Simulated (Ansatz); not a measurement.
# CrO₂: what the electrons do

Space group Pnnm; the calculation finds a residual pressure of about −2 GPa at this fixed cell; spin-polarised. Net moment 4.0 μB in the 6-atom cell of the calculation; other magnetic orders weren't tried. Effective Hubbard U: 3.7 eV on Cr d. The cell comes from a database of computed structures, not from a measurement.

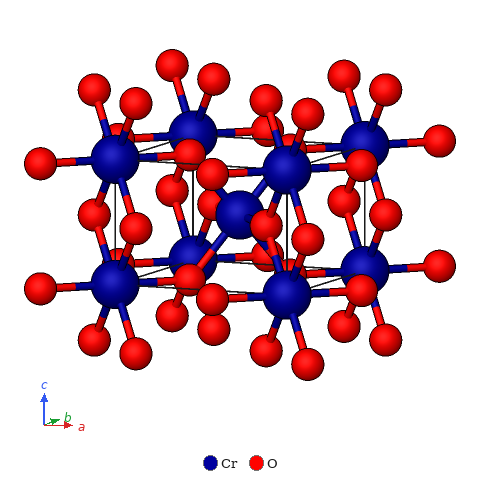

The conventional cell.

Input file:

```
crystal:
  lattice:
    - [4.4480510066, 0.0, 0.0]
    - [0.0, 4.5292350067, 0.0]
    - [0.0, 0.0, 2.985964]
  atoms:
    - { symbol: Cr, position: [0.5, 0.5, 0.5], spin: 3.0 }
    - { symbol: Cr, position: [0.0, 0.0, 0.0], spin: 3.0 }
    - { symbol: O, position: [0.792969, 0.189817, 0.5] }
    - { symbol: O, position: [0.207031, 0.810183, 0.5] }
    - { symbol: O, position: [0.707031, 0.689817, 0.0] }
    - { symbol: O, position: [0.292969, 0.310183, 0.0] }
magnetization:
  spin_polarized: true
basis:
  ecutwfc: 420
  fft_grid_basis: typed
kpoints:
  mp_grid: { grid: [6, 6, 8] }
hamiltonian:
  xc: pbe
  hubbard: { sites: [{ species: Cr, l: d, u_eff: 3.7 }] }
scf:
  occupations: { method: gaussian, width: 0.05 }
output:
  forces: true
  stress: true
  eigenvalues: true
  bader: true
  write_density: true
  volumetric_format: npy
  populations: true
  elf: true
```

Run with:

```sh
ansatz run input.yaml --threads 2 --pin off --max-ram 4096MiB --backend cpu --events-out ev --progress --plain --runs-dir out
```

The picture shows the conventional cell (a = 4.45 Å, b = 4.53 Å, c = 2.99 Å, α = 90.00°, β = 90.00°, γ = 90.00°).

The calculation used DFT PBE+U, scalar-relativistic, plane waves, PAW (Ansatz).

Core electrons are frozen (PAW), so the maps are meaningful between the atoms, not at the nuclei.

### 1. Bonding charge

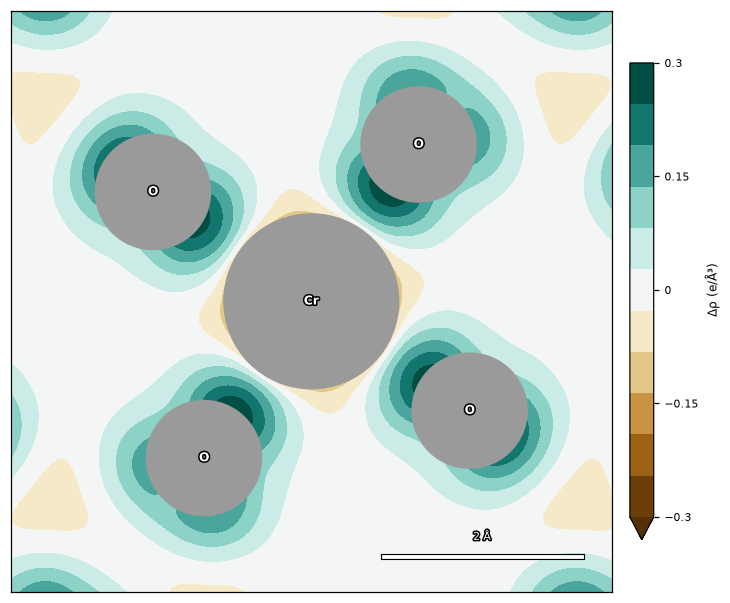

Bonding charge density, ρ(crystal) − Σ ρ(neutral atoms): a map on the (111) plane of the conventional cell, with grey discs over the atomic cores. Cores are masked to 0.9 Å (Cr) and 0.6 Å (O).

Question: Describe the bonding charge.

Answer: Cr–O (1.92 Å): Δρ is +0.06 e/Å³ at the midpoint (close to a masked core, so read it with care).
- Cr–Cr (2.99 Å): Δρ is −0.008 e/Å³ at the midpoint (this contact isn't in the plane drawn).
- Over the whole cell, outside the masked cores, the largest gain lies at the edge of the masked core of O, and the largest loss lies at the edge of the masked core of Cr.
- The rearranged charge, half the integral of |Δρ|, is about 0.28 e an atom.
- Bader charges: Cr +1.99 and O −1.00 e.

### 2. Moving an atom

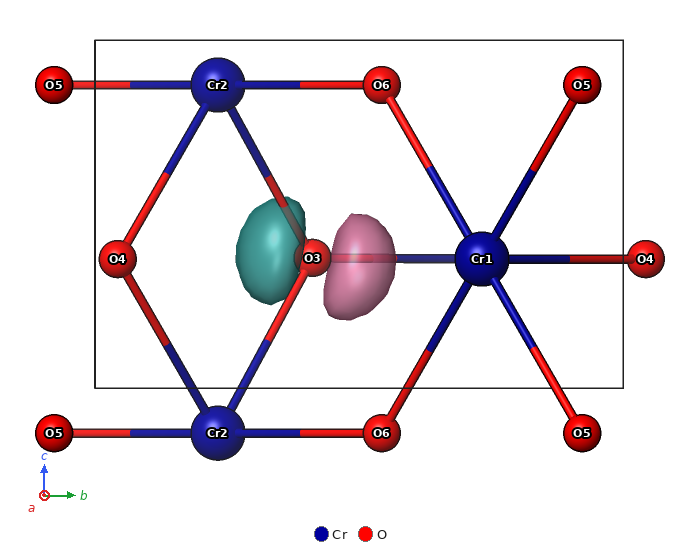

CrO₂: one atom of the 6-atom cell (and its periodic copies) was moved a little. Density after less density before, teal at +0.3 and pink at −0.3 e/Å³, seen along the a axis; cell a = 4.45 Å, b = 4.53 Å, c = 2.99 Å, α = 90.00°, β = 90.00°, γ = 90.00°. The lobes lie largely inside the PAW sphere, where the density is a smoothed one.

Question: Find the displaced atom and its direction.

Answer: O3 moved towards the teal lobe, to the left in the picture. In the run the shift was 0.05 Å roughly along [0 −1 0] in the axes of the cell drawn.

Question: How much does the computed force on the atom change?

Answer: The force on it changes by 0.64 eV/Å along the move, against it: a stiffness of about 13 eV/Å² for this sublattice shift.

### 3. Change of volume

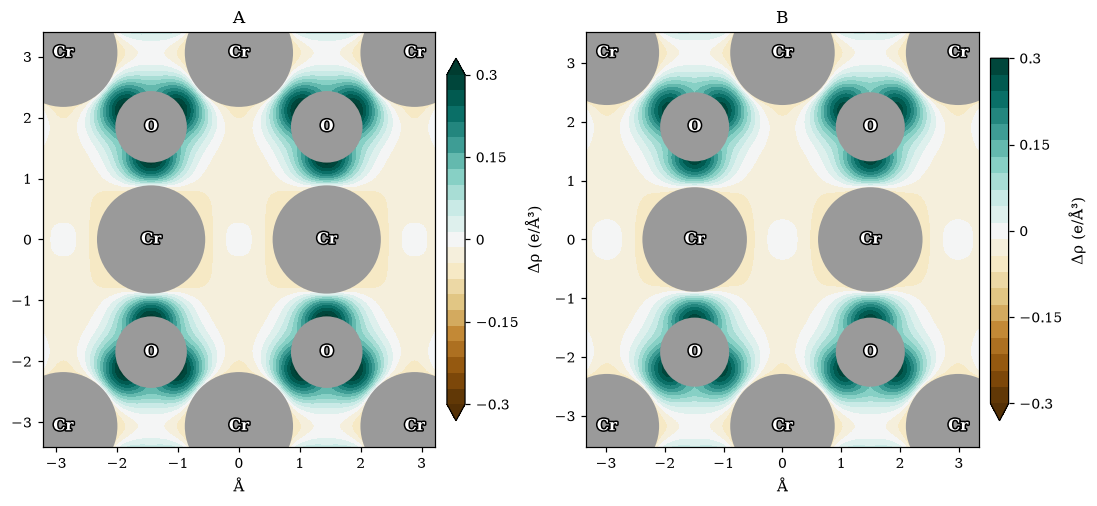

CrO₂: deformation density on the (11̄0) plane of the conventional cell at two volumes, with the same fractional coordinates and one colour scale. Grey discs cover the cores. Panel A has 90 % of the volume of panel B.

Question: How do bonds, bonding charge and pressure respond to this change of volume?

Answer: The pressure is −2 GPa in B and 24 GPa in A.
- Bader charges in B: Cr +1.99 and O −1.00 e; in A: Cr +2.02 and O −1.01 e.
- The rearranged charge is 0.28 e an atom in B and 0.29 e in A.
- The net moment is 4.00 μB a cell in B and 4.00 μB in A.

### 4. Putting it together

Charge passes from Cr (Pauling electronegativity 1.66) to O (3.44), the direction that the scale predicts; the Bader charges fall short of whole formal charges, as they usually do. The two pressures give a mean stiffness −ΔP/Δln V of about 246 GPa over this range, with the atoms held at their fractional positions.

Run times: 52 s (base cell), 87 s (moved atom) and 42 s (scaled cell), on 2 threads of Arm Neoverse V1 (shared host).
